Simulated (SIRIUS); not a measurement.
```
CELL_PARAMETERS angstrom
4.45400 0.00000 0.00000
-2.22700 3.85728 0.00000
0.00000 0.00000 5.92400
ATOMIC_POSITIONS crystal
Te 0.73100 0.73100 0.00000
Te 0.00000 0.26900 0.66667
Te 0.26900 0.00000 0.33333
```

Space group P3₁21.

The calculation used Kohn-Sham DFT of a periodic cell, PBEsol, all-electron FP-LAPW (SIRIUS).

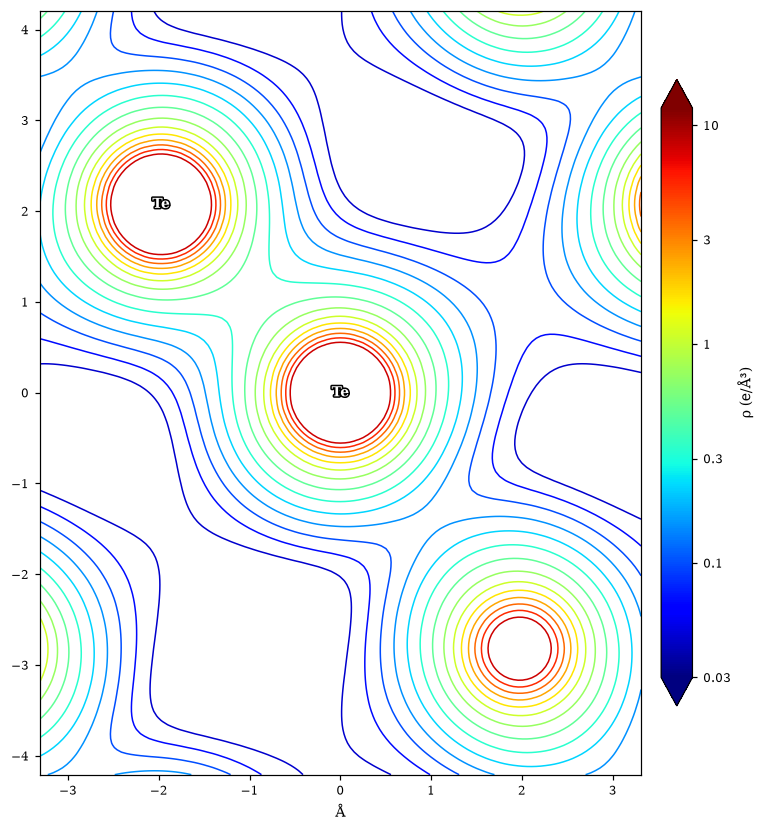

Te. Electron density on the (110) plane of the conventional cell.

The calculation treats all electrons.

Q: Describe what can be read from this map.

A: The plane passes through Te nuclei. Atoms just off the plane (Te, 0.4 Å away) can leave unmarked features too. Te–Te (2.86 Å): ρ is about 0.39 e/Å³ halfway. Between the atoms the lowest density in this plane is 0.02 e/Å³.

Q: Does the calculation give a band gap?

A: It is gapped, with a Kohn–Sham gap of 0.59 eV on the k-point mesh (the band edges may lie off the mesh, which would make the gap smaller).
